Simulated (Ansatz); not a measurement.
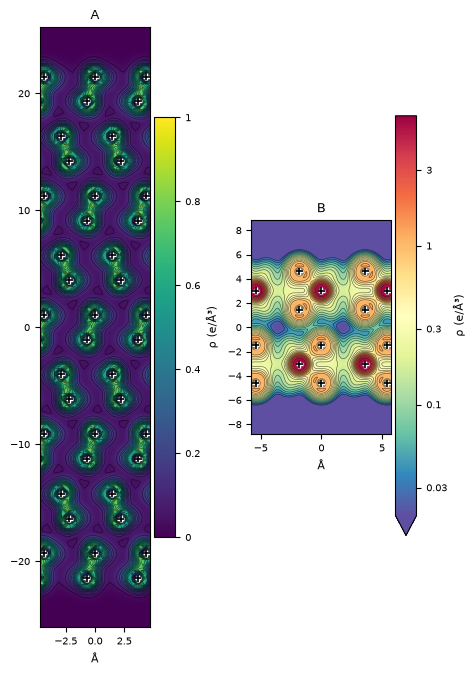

The valence pseudo-density of 2 systems, each on a plane through atoms (crosses mark nuclei in the plane).

All numbers below come from Ansatz, DFT PBE+D3(BJ), scalar-relativistic, plane waves, PAW.

System 1: MoS2, the (110) plane of the calculation cell, a cut from vacuum to vacuum. Computed without spin polarisation.

```yaml
crystal:
  lattice:
    - [3.12840, 0.00000, 0.00000]
    - [-1.56420, 2.70927, 0.00000]
    - [0.00000, 0.00000, 42.35400]
  atoms:
    - { symbol: S, position: [0.66667, 0.33333, 0.21311] }
    - { symbol: Mo, position: [0.33333, 0.66667, 0.25031] }
    - { symbol: S, position: [0.66667, 0.33333, 0.28747] }
    - { symbol: S, position: [0.33333, 0.66667, 0.35655] }
    - { symbol: Mo, position: [0.66667, 0.33333, 0.39371] }
    - { symbol: S, position: [0.33333, 0.66667, 0.43091] }
```

System 2: P, the (100) plane of the calculation cell, a cut from vacuum to vacuum. 

```cif
data_structure
_symmetry_space_group_name_H-M 'P 1'
_symmetry_Int_Tables_number 1
_cell_length_a 3.3136
_cell_length_b 4.3763
_cell_length_c 111.8856
_cell_angle_alpha 90.000
_cell_angle_beta 90.000
_cell_angle_gamma 90.000
_cell_volume 1622.49
loop_
_atom_site_label
_atom_site_type_symbol
_atom_site_fract_x
_atom_site_fract_y
_atom_site_fract_z
_atom_site_occupancy
P1 P 0.00000 0.07959 0.09572 1
P2 P 0.00000 0.91963 0.07662 1
P3 P 0.50000 0.58037 0.07662 1
P4 P 0.50000 0.42041 0.09572 1
P5 P 0.50000 0.07951 0.14131 1
P6 P 0.50000 0.92037 0.12217 1
P7 P 0.00000 0.57963 0.12217 1
P8 P 0.00000 0.42049 0.14131 1
P9 P 0.00000 0.07948 0.18689 1
P10 P 0.00000 0.92047 0.16774 1
P11 P 0.50000 0.57953 0.16774 1
P12 P 0.50000 0.42052 0.18689 1
P13 P 0.50000 0.07939 0.23241 1
P14 P 0.50000 0.92058 0.21326 1
P15 P 0.00000 0.57942 0.21326 1
P16 P 0.00000 0.42061 0.23241 1
P17 P 0.00000 0.07939 0.27790 1
P18 P 0.00000 0.92061 0.25875 1
P19 P 0.50000 0.57939 0.25875 1
P20 P 0.50000 0.42061 0.27790 1
P21 P 0.50000 0.07942 0.32338 1
P22 P 0.50000 0.92061 0.30423 1
P23 P 0.00000 0.57939 0.30423 1
P24 P 0.00000 0.42058 0.32338 1
P25 P 0.00000 0.07953 0.36890 1
P26 P 0.00000 0.92052 0.34976 1
P27 P 0.50000 0.57948 0.34976 1
P28 P 0.50000 0.42047 0.36890 1
P29 P 0.50000 0.07963 0.41448 1
P30 P 0.50000 0.92049 0.39534 1
P31 P 0.00000 0.57951 0.39534 1
P32 P 0.00000 0.42037 0.41448 1
P33 P 0.00000 0.08037 0.46002 1
P34 P 0.00000 0.92041 0.44093 1
P35 P 0.50000 0.57959 0.44093 1
P36 P 0.50000 0.41963 0.46002 1
```

**Match each panel to its system.**

Panel A is system 2, P: the plane holds P. P–P (2.25 Å): ρ is about 0.73 e/Å³ halfway. Panel B is system 1, MoS2: the plane holds S and Mo. Mo–S (2.40 Å): ρ at the midpoint is about 0.62 e/Å³.
